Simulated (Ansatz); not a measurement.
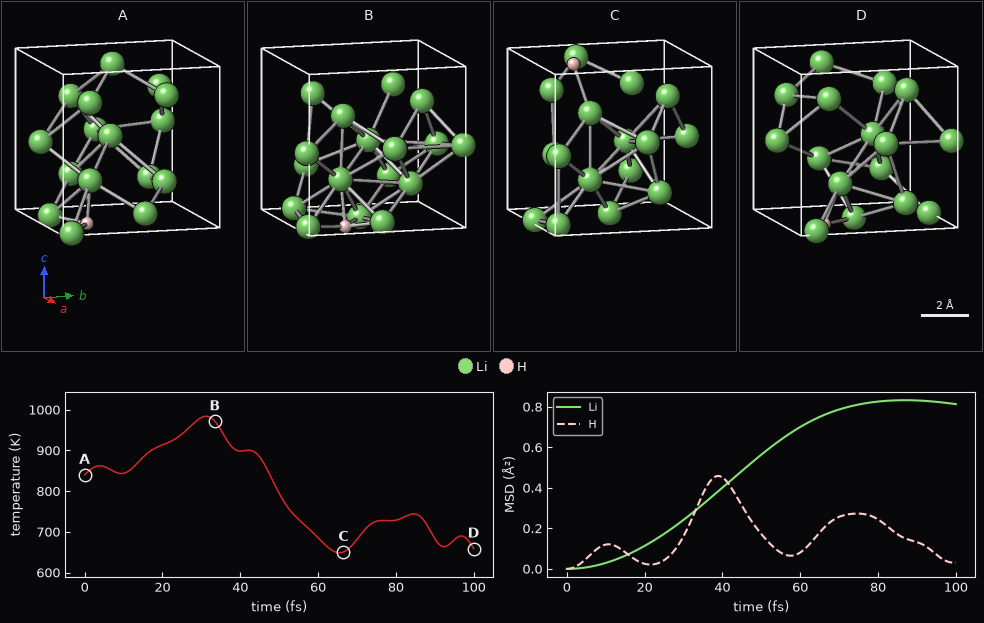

Molecular dynamics of Li with an interstitial H (17 atoms in the cell), 100 fs long. It starts from the last geometry of an earlier run, with fresh velocities. Frames (A at 0 fs, B at 34 fs, C at 66 fs, D at 100 fs) and the history of the run. Style: ball-and-stick. Shown: the simulation cell, slightly off an axis. Atoms that leave the cell re-enter on the other side. Bonds to atoms that aren't drawn are left out.

Computed with Ansatz, DFT PBEsol, scalar-relativistic, plane waves, PAW. Run with plane-wave cutoff 150 eV; k-point mesh 2 × 2 × 2; Fermi-Dirac smearing 0.1 eV; low-accuracy preset; constant energy (NVE); velocities drawn for 840 K; time step 0.5 fs.

> Describe the run.

Over the second half the temperature averages 704 K (spread ±35 K). The potential energy in the second half lies on average 16.6 meV per atom above the first frame. Root-mean-square distances from the starting positions over the second half, with the common drift of all atoms taken out: Li 0.88 Å, H 0.40 Å. The run lasts only 100 fs, too short to tell vibration from diffusion. The plane-wave cutoff is below what these potentials need, so energies and forces are off.

Limits of the set-up: the k-point mesh is coarse for a cell with partly filled bands; the cutoff lies below the recommended one; the program's low-accuracy preset was used; the periodic images lie only 7.0 Å apart, so the values are limited by the cell's size.
